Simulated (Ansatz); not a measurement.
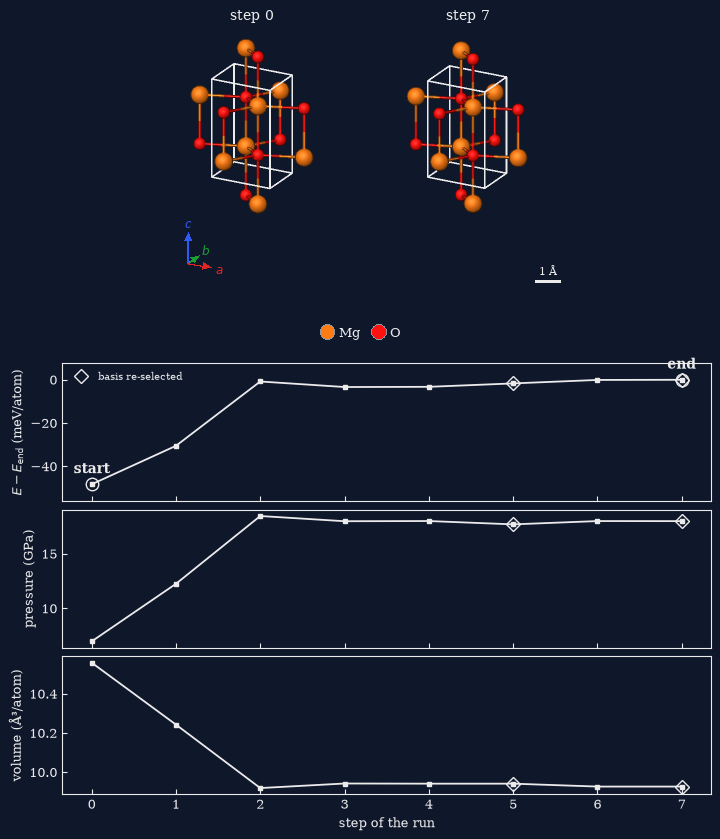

First and last geometry of a relaxation of a crystal of MgO (set up in P6_3/mmc), with the history of the run. A ball-and-stick model of the cell of the calculation, seen slightly off an axis.

Case: relaxed at 18 GPa.

Theory: Ansatz, DFT PBEsol, scalar-relativistic, plane waves, PAW.

Input file:
```yaml
crystal:
  lattice:
    - [3.4353081984, 0.0, 0.0]
    - [-1.7176540992, 2.9750641697, 0.0]
    - [0.0, 0.0, 4.1325902751]
  atoms:
    - { symbol: Mg, position: [0.6666666667, 0.3333333333, 0.75] }
    - { symbol: Mg, position: [0.3333333333, 0.6666666667, 0.25] }
    - { symbol: O, position: [0.6666666667, 0.3333333333, 0.25] }
    - { symbol: O, position: [0.3333333333, 0.6666666667, 0.75] }
basis:
  ecutwfc: 420
kpoints:
  mp_grid: { grid: [12, 12, 6] }
hamiltonian:
  xc: pbesol
scf:
  occupations: { method: fixed }
output:
  forces: true
  stress: true
  eigenvalues: true
relax:
  adjacent_minimum: "off"
  f_tol: 0.001
  max_steps: 60
  cell: { stress_tol: 0.02, p_target: 18.0 }
```

Command:
```bash
ansatz run input.yaml --threads 1 --pin off --max-ram 3072MiB --backend cpu --events-out ev --progress --plain --runs-dir out
```

Question: What do the curves and the structures tell?

Answer: It converged. No atom moves by more than 0.005 Å relative to the cell. The volume changes by −6.0 %, with a = b 3.435 → 3.363 Å (−2.1 %), c 4.133 → 4.054 Å (−1.9 %). Among the contacts that change: Mg1–Mg2 2.864 → 2.807 Å, Mg1–O4 1.983 → 1.942 Å, Mg1–O3 2.066 → 2.027 Å. The space group stays P6_3/mmc (No. 194). The energy rises by 48.2 meV per atom in 5 accepted moves (7 points after the start). With the target pressure of 18 GPa, the enthalpy E + pV changes by −22.8 meV per atom. All forces vanish by symmetry, so only the cell relaxes. Pressure: 6.99 GPa at the start and 17.99 GPa at the end. The SCF was repeated twice at an unchanged geometry on a basis and grid sized afresh for the cell, which shifted the energy by 1.6 meV per atom at most.

```json
{"step": "0", "E − E(0), meV/atom": "0.00", "pressure, GPa": "6.99", "volume, Å³/atom": "10.559", "note": ""}
{"step": "1", "E − E(0), meV/atom": "17.76", "pressure, GPa": "12.26", "volume, Å³/atom": "10.243", "note": ""}
{"step": "2", "E − E(0), meV/atom": "47.46", "pressure, GPa": "18.46", "volume, Å³/atom": "9.919", "note": ""}
{"step": "3", "E − E(0), meV/atom": "44.90", "pressure, GPa": "17.98", "volume, Å³/atom": "9.943", "note": ""}
{"step": "4", "E − E(0), meV/atom": "44.99", "pressure, GPa": "18.00", "volume, Å³/atom": "9.942", "note": ""}
{"step": "5", "E − E(0), meV/atom": "46.57", "pressure, GPa": "17.70", "volume, Å³/atom": "9.942", "note": "same geometry, new basis"}
{"step": "6", "E − E(0), meV/atom": "48.17", "pressure, GPa": "18.00", "volume, Å³/atom": "9.927", "note": ""}
{"step": "7", "E − E(0), meV/atom": "48.24", "pressure, GPa": "17.99", "volume, Å³/atom": "9.927", "note": "same geometry, new basis"}
```
